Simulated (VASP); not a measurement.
## PbO2: band-structure run (part 2 of 2)

PbO2 (6 atoms in the cell); Kohn-Sham DFT of a periodic cell, PBE, VASP PAW PBE potentials, recommended, no spin polarisation (VASP 6.6.1); cutoff 520 eV, 6×6×8 k-mesh, fermi-dirac of 0.05 eV. The structure derives from a Materials Project entry.

Geometry of the input (Å; fractional positions):
```
4.9950  0.0000  0.0000
0.0000  4.9950  0.0000
0.0000  0.0000  3.4090
Pb 0.5000  0.5000  0.5000
Pb 0.0000  0.0000  0.0000
O  0.6926  0.6926  0.0000
O  0.8074  0.1926  0.5000
O  0.1926  0.8074  0.5000
O  0.3074  0.3074  0.0000
```

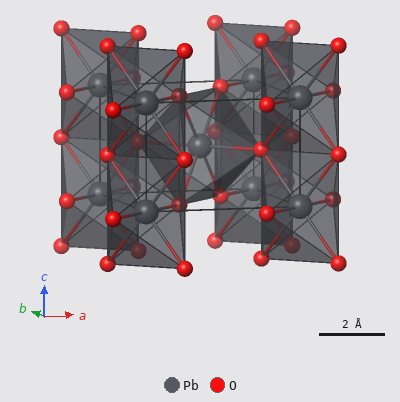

*The structure (polyhedral view of the cell of the calculation, seen slightly off an axis; polyhedra are completed across the faces of the cell).*

Parts of OUTCAR, continued
```
   k-points           NKPTS =     50   k-points in BZ     NKDIM =     50   number of bands    NBANDS=     31
   number of dos      NEDOS =    301   number of ions     NIONS =      6
   total plane-waves  NPLWV =  44800
   dimension x,y,z NGX =    40 NGY =   40 NGZ =   28
   dimension x,y,z NGXF=    80 NGYF=   80 NGZF=   56
   ions per type =               2   4
   NGX,Y,Z   is equivalent  to a cutoff of  13.31, 13.31, 13.65 a.u.
   NGXF,Y,Z  is equivalent  to a cutoff of  26.63, 26.63, 27.31 a.u.
 SYSTEM =  unknown system
   PREC   = accura    normal or accurate (medium, high low for compatibility)
   ISTART =      0    job   : 0-new  1-cont  2-samecut
   ICHARG =      2    charge: 1-file 2-atom 10-const
   ISPIN  =      1    spin polarized calculation?
   LNONCOLLINEAR =      F non collinear calculations
   LSORBIT =      F    spin-orbit coupling
   LASPH  =      T    aspherical Exc in radial PAW
   ENCUT  =  520.0 eV  38.22 Ry    6.18 a.u.   9.29  9.29  6.34*2*pi/ulx,y,z
   NELM   =     60;   NELMIN=  2; NELMDL= -5     # of ELM steps
   EDIFF  = 0.1E-05   stopping-criterion for ELM
   LREAL  =      F    real-space projection
   EDIFFG = 0.1E-04   stopping-criterion for IOM
   NSW    =      0    number of steps for IOM
   IBRION =     -1    ionic relax: 0-MD 1-quasi-New 2-CG
   NFREE  =      0    steps in history (QN), initial steepest desc. (CG)
   ISIF   =      2    stress and relaxation
   ISYM   =      2    0-nonsym 1-usesym 2-fastsym
   POTIM  = 0.5000    time-step for ionic-motion
   TEBEG  =    0.0;   TEEND  =   0.0 temperature during run
   PSTRESS=    0.0 pullay stress
   NELECT =      52.0000    total number of electrons
   NUPDOWN=      -1.0000    fix difference up-down
   EMIN   =  10.00;   EMAX   =-10.00  energy-range for DOS
   EFERMI =   0.00;   METHOD = LEGACY
   ISMEAR =    -1;   SIGMA  =   0.05  broadening in eV -4-tet -1-fermi 0-gaus
   EFERMI_NEDOS =   21; number of points for ismear=-14 and -15
   IALGO  =     38    algorithm
   IMIX   =      4    mixing-type and parameters
     AMIX     =   0.40;   BMIX     =  1.00
     AMIX_MAG =   1.60;   BMIX_MAG =  1.00
  volume/ion in A,a.u.               =      14.18        95.66
  Fermi-wavevector in a.u.,A,eV,Ry     =   1.389458  2.625696 26.267337  1.930595
  Thomas-Fermi vector in A             =   2.513487
   LORBIT       =      0    0 simple, 1 ext, 2 COOP (PROOUT), +10 PAW based schemes
   GGA     = PE    functional components
   LHFCALC =     F    Hartree Fock is set to
   AEXX    =    0.0000 exact exchange contribution
   IVDW    =     0    specifies the selected vdW correction
   LEPSILON=     F    determine dielectric tensor
   LRPA    =     F    only Hartree local field effects (RPA)
 non-spin polarized calculation
  energy-cutoff  :      520.00
  volume of cell :       85.05
 maximum number of plane-waves:      2308
 NGX is ok and might be reduce to    40
   NGX = 19   NGY = 19   NGZ = 13

 number of electron      52.0000009 magnetization

 Free energy of the ion-electron system (eV)
  ---------------------------------------------------
  ext. energy  EPLUGINS =         0.00000000
  ---------------------------------------------------
  free energy    TOTEN  =       -31.79603954 eV

  energy without entropy =      -31.79212126  energy(sigma->0) =      -31.79408040

 E-fermi :   4.2466     XC(G=0): -10.6056     alpha+bet :-12.2561

 val. band max:        4.1769720555   @ k =   0.0000   0.0000   0.1250
 cond. band min:       4.2638915030   @ k =   0.1667   0.0000   0.0000
 fundamental gap:      0.0869194475
 Fermi energy:         4.2466352596

 k-point     1 :       0.0000    0.0000    0.0000
  band No.  band energies     occupation
      1     -14.0502      2.00000
      2     -13.9523      2.00000
      3     -12.3080      2.00000
      4     -12.3080      2.00000
      5     -11.3409      2.00000
      6     -11.1496      2.00000
      7     -11.1132      2.00000
      8     -11.1132      2.00000
      9     -10.9440      2.00000
     10     -10.8368      2.00000
     11     -10.7995      2.00000
     12     -10.7653      2.00000
     13     -10.7653      2.00000
     14      -8.7041      2.00000
     15      -3.8453      2.00000
     16       0.8721      2.00000
     17       0.9280      2.00000
     18       0.9280      2.00000
     19       2.1511      2.00000
     20       2.2461      2.00000
     21       2.4427      2.00000
     22       3.5504      2.00000
     23       3.5928      2.00000
     24       3.5928      2.00000
     25       3.6037      1.99999
     26       3.6037      1.99999
     27       4.2765      0.70995
     28       8.4320      0.00000
     29      10.0869      0.00000
     30      10.0869      0.00000
     31      13.8835      0.00000

 k-point     2 :       0.1667    0.0000    0.0000
  band No.  band energies     occupation
      1     -13.9795      2.00000
      2     -13.9066      2.00000
      3     -12.5548      2.00000
      4     -12.4582      2.00000
      5     -11.1096      2.00000
      6     -11.1094      2.00000
      7     -11.1065      2.00000
      8     -11.0863      2.00000
      9     -10.9320      2.00000
     10     -10.8077      2.00000
     11     -10.7700      2.00000
     12     -10.7697      2.00000
     13     -10.7672      2.00000
     14      -8.8136      2.00000
     15      -3.6734      2.00000
     16       0.1098      2.00000
     17       0.9696      2.00000
     18       1.0594      2.00000
     19       2.2313      2.00000
     20       2.3344      2.00000
     21       2.4833      2.00000
     22       3.3477      2.00000
     23       3.5767      2.00000
     24       3.5862      2.00000
     25       3.6343      1.99999
     26       4.1457      1.76544
     27       4.2639      0.82913
     28       8.2108      0.00000
     29      10.1963      0.00000
     30      10.2439      0.00000
     31      13.8686      0.00000

 k-point     3 :       0.3333    0.0000    0.0000
  band No.  band energies     occupation
      1     -13.7977      2.00000
      2     -13.7823      2.00000
      3     -12.9151      2.00000
      4     -12.7877      2.00000
      5     -11.1021      2.00000
      6     -11.1016      2.00000
      7     -11.0334      2.00000
      8     -10.9622      2.00000
      9     -10.9010      2.00000
     10     -10.8302      2.00000
     11     -10.7797      2.00000
     12     -10.7791      2.00000
     13     -10.2977      2.00000
     14      -9.1502      2.00000
     15      -3.1411      2.00000
     16      -1.1325      2.00000
     17       1.2421      2.00000
     18       1.3880      2.00000
     19       2.0340      2.00000
     20       2.2236      2.00000
     21       2.4829      2.00000
     22       3.2383      2.00000
     23       3.5553      2.00000
     24       3.5700      2.00000
     25       3.7137      1.99995
     26       3.9593      1.99363
     27       5.3954      0.00000
     28       7.5811      0.00000
     29      10.4819      0.00000
     30      10.5574      0.00000
     31      13.8475      0.00000

 k-point     4 :       0.5000    0.0000    0.0000
  band No.  band energies     occupation
      1     -13.6729      2.00000
      2     -13.6729      2.00000
      3     -13.0446      2.00000
      4     -13.0446      2.00000
      5     -11.0978      2.00000
      6     -11.0978      2.00000
      7     -10.9804      2.00000
      8     -10.9804      2.00000
      9     -10.8634      2.00000
     10     -10.8634      2.00000
     11     -10.7843      2.00000
     12     -10.7843      2.00000
     13      -9.6803      2.00000
     14      -9.6803      2.00000
     15      -2.2650      2.00000
     16      -2.2650      2.00000
     17       1.6299      2.00000
     18       1.6299      2.00000
     19       1.7998      2.00000
     20       1.7998      2.00000
     21       2.8775      2.00000
     22       2.8775      2.00000
     23       3.5549      2.00000
     24       3.5549      2.00000
     25       3.8186      1.99962
     26       3.8186      1.99962
     27       6.6003      0.00000
     28       6.6003      0.00000
     29      10.6924      0.00000
     30      10.6924      0.00000
     31      13.9758      0.00000

 k-point     5 :       0.1667    0.1667    0.0000
  band No.  band energies     occupation
      1     -13.9921      2.00000
      2     -13.7965      2.00000
      3     -12.8522      2.00000
      4     -12.3270      2.00000
      5     -11.1794      2.00000
      6     -11.1144      2.00000
      7     -11.1012      2.00000
      8     -10.9790      2.00000
      9     -10.9216      2.00000
     10     -10.8141      2.00000
     11     -10.7797      2.00000
     12     -10.7648      2.00000
     13     -10.6589      2.00000
     14      -8.9331      2.00000
     15      -3.4878      2.00000
     16      -0.1611      2.00000
     17       0.9541      2.00000
     18       1.0552      2.00000
     19       2.2405      2.00000
     20       2.2908      2.00000
     21       2.4050      2.00000
     22       3.3258      2.00000
     23       3.5663      2.00000
     24       3.5791      2.00000
     25       3.6203      1.99999
     26       4.0903      1.91590
     27       4.7187      0.00016
     28       8.0307      0.00000
     29      10.3198      0.00000
     30      10.3800      0.00000
     31      13.7802      0.00000

 [... the levels of 18 k-points are left out ...]

 k-point    24 :       0.5000    0.0000    0.2500
  band No.  band energies     occupation
      1     -13.5088      2.00000
      2     -13.5088      2.00000
      3     -13.2183      2.00000
      4     -13.2183      2.00000
      5     -11.0244      2.00000
      6     -11.0244      2.00000
      7     -10.8854      2.00000
      8     -10.8854      2.00000
      9     -10.8389      2.00000
     10     -10.8389      2.00000
     11     -10.7962      2.00000
     12     -10.7962      2.00000
     13      -9.2844      2.00000
     14      -9.2844      2.00000
     15      -2.5447      2.00000
     16      -2.5447      2.00000
     17       0.1093      2.00000
     18       0.1093      2.00000
     19       1.7694      2.00000
     20       1.7694      2.00000
     21       3.0658      2.00000
     22       3.0658      2.00000
     23       3.5102      2.00000
     24       3.5102      2.00000
     25       3.6516      1.99999
     26       3.6516      1.99999
     27       7.4911      0.00000
     28       7.4911      0.00000
     29      12.0112      0.00000
     30      12.0112      0.00000
     31      12.9572      0.00000

 [... further k-points ...]

------------------------ aborting loop because EDIFF is reached ----------------------------------------

  FORCE on cell =-STRESS in cart. coord.  units (eV):
  Direction    XX          YY          ZZ          XY          YZ          ZX
  --------------------------------------------------------------------------------------
  -------------------------------------------------------------------------------------
  Total        2.9501822      2.9501822      3.6297249      0.0000000      0.0000000      0.0000000
  in kB       55.5735693     55.5735693     68.3743428      0.0000000      0.0000000      0.0000000
  external PRESSURE =      59.8404938 kB  Pullay stress =       0.0000000 kB

 VOLUME and BASIS-vectors are now :
 -----------------------------------------------------------------------------
  energy-cutoff  :      520.00
  volume of cell :       85.05
      direct lattice vectors                 reciprocal lattice vectors
     4.994959870  0.000000000  0.000000000     0.200201809  0.000000000  0.000000000
     0.000000000  4.994959870  0.000000000     0.000000000  0.200201809  0.000000000
     0.000000000  0.000000000  3.409000960     0.000000000  0.000000000  0.293341073

 POSITION                                       TOTAL-FORCE (eV/Angst)
 -----------------------------------------------------------------------------------
      2.49748      2.49748      1.70450         0.000000      0.000000      0.000000
      0.00000      0.00000      0.00000         0.000000      0.000000      0.000000
      3.45936      3.45936      0.00000         0.035686      0.035686      0.000000
      4.03308      0.96188      1.70450        -0.035686      0.035686      0.000000
      0.96188      4.03308      1.70450         0.035686     -0.035686      0.000000
      1.53560      1.53560      0.00000        -0.035686     -0.035686      0.000000
 -----------------------------------------------------------------------------------
    total drift:                               -0.000000      0.000000      0.000000

  FREE ENERGIE OF THE ION-ELECTRON SYSTEM (eV)
  ---------------------------------------------------
  free  energy   TOTEN  =       -31.7960395395 eV

  energy  without entropy=      -31.7921212557  energy(sigma->0) =      -31.79408040
```

CONTCAR
```
PbO2
   1.00000000000000
     4.9949598699999997    0.0000000000000000    0.0000000000000000
     0.0000000000000000    4.9949598699999997    0.0000000000000000
     0.0000000000000000    0.0000000000000000    3.4090009600000002
  Pb              O
     2     4
Direct
     0.5000000000000000    0.5000000000000000    0.5000000000000000
     0.0000000000000000    0.0000000000000000    0.0000000000000000
     0.6925710399999971    0.6925710399999971    0.0000000000000000
     0.8074289600000029    0.1925710399999971    0.5000000000000000
     0.1925710399999971    0.8074289600000029    0.5000000000000000
     0.3074289600000029    0.3074289600000029    0.0000000000000000

  0.00000000E+00  0.00000000E+00  0.00000000E+00
  0.00000000E+00  0.00000000E+00  0.00000000E+00
  0.00000000E+00  0.00000000E+00  0.00000000E+00
  0.00000000E+00  0.00000000E+00  0.00000000E+00
  0.00000000E+00  0.00000000E+00  0.00000000E+00
  0.00000000E+00  0.00000000E+00  0.00000000E+00
```

Results in brief

```json
{"quantity": "outcome", "value": "converged"}
{"quantity": "space group (tolerance 0.01 Å)", "value": "P4₂/mnm (136)"}
{"quantity": "electrons treated", "value": "52"}
{"quantity": "free energy", "value": "−31.7960 eV"}
{"quantity": "Fermi energy of the self-consistent step", "value": "4.247 eV"}
{"quantity": "gap on the k-point mesh", "value": "0.09 eV"}
{"quantity": "gap on the band path", "value": "0.00 eV"}
{"quantity": "pressure", "value": "5.98 GPa"}
{"quantity": "largest force (length of the vector)", "value": "0.050 eV/Å"}
{"quantity": "wall time", "value": "4.2 min"}
{"quantity": "peak memory", "value": "0.3 GiB"}
```

Spin–orbit coupling is left out, which matters for Pb. The cell is under a pressure of 6.0 GPa at this level, so it is not at its equilibrium volume.
